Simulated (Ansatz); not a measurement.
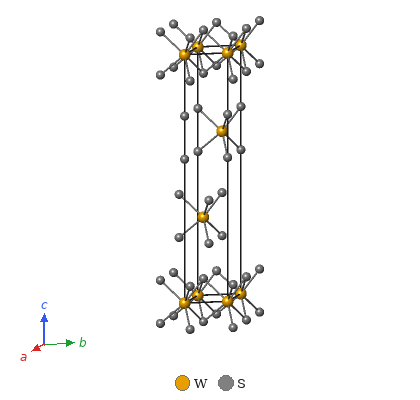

WS₂, space group R3m (No. 160), a = 3.157 Å, b = 3.157 Å, c = 18.118 Å, α = 90.00°, β = 90.00°, γ = 120.00°. Source: the geometry relaxed with DFT PBE+D3(BJ), scalar-relativistic, plane waves, PAW (Ansatz). Forms under 0.4 % of the area are left out. Forms are taken in the Laue class: a face and its opposite count as one form.

> Estimate the growth shape by the BFDH rule (face distance proportional to 1/d, absences counted).

The forms computed, by share of the surface:

```
 form  faces  d (Å)  share of area (%)
{003}      2  6.039               49.6
{101}      6  2.704               34.0
{012}      6  2.618               16.4
```

The crystal is plate-like. Widths along a, b and c stand as 1.00 : 1.00 : 0.38.

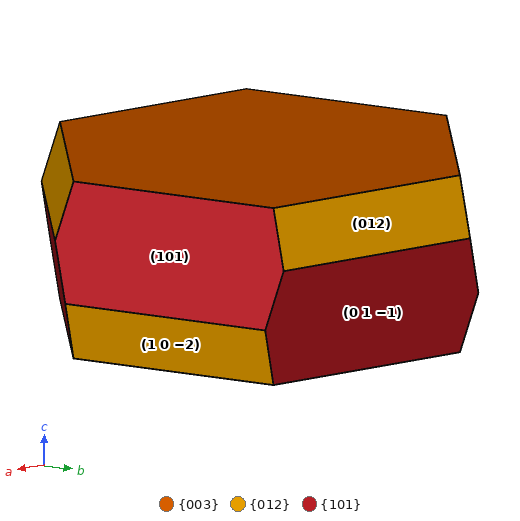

The computed shape, faces indexed. The rule is geometric and ignores bonding and growth conditions.
